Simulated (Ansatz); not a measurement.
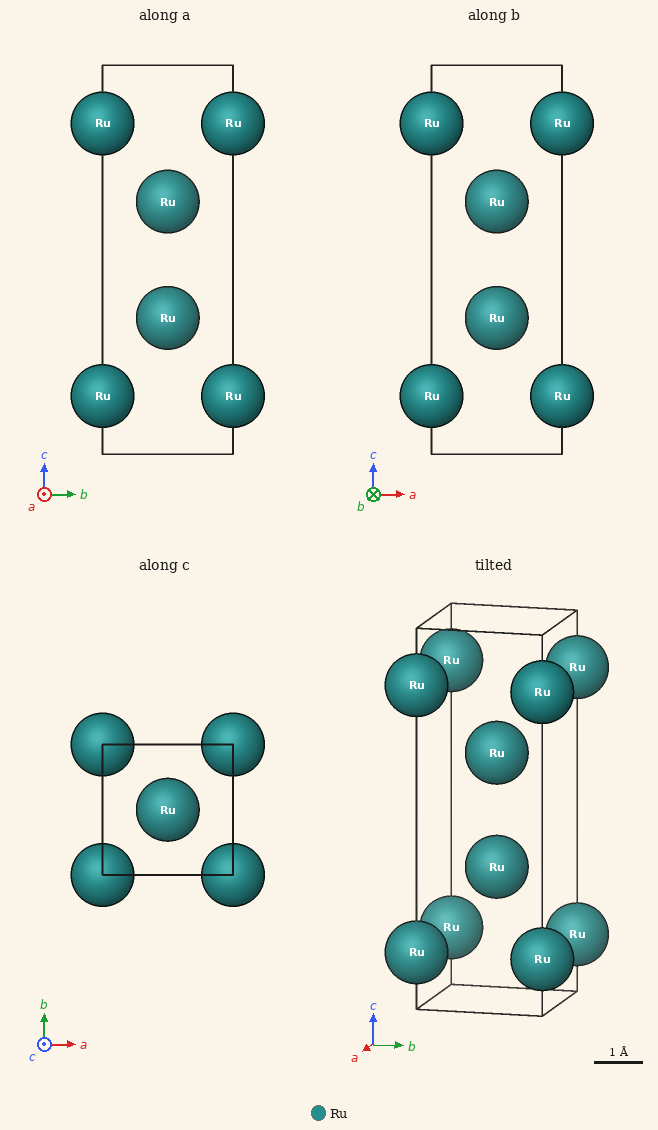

The image is a spheres-only drawing of a crystal, viewed along the a axis, along the b axis, along the c axis and slightly off an axis. One conventional unit cell is framed, with atoms on its boundary repeated.

Lattice parameters: a = 2.728 Å, b = 2.728 Å, c = 8.129 Å, α = 90.00°, β = 90.00°, γ = 90.00°. Put a along x and b in the xy plane.

Q: Give the structure in the form of a POSCAR file, with free fractional coordinates to two decimals.

A:
```
Ru
1.0
     2.728    0.000    0.000
     0.000    2.728    0.000
     0.000    0.000    8.129
Ru
4
Direct
  0.50 0.50 0.35
  0.00 0.00 0.15
  0.00 0.00 0.85
  0.50 0.50 0.65
```

The starting point was a structure type filled with this element by a generator (whether the element takes this form wasn't checked). Relaxation method: DFT r2SCAN, scalar-relativistic, plane waves, PAW (Ansatz).
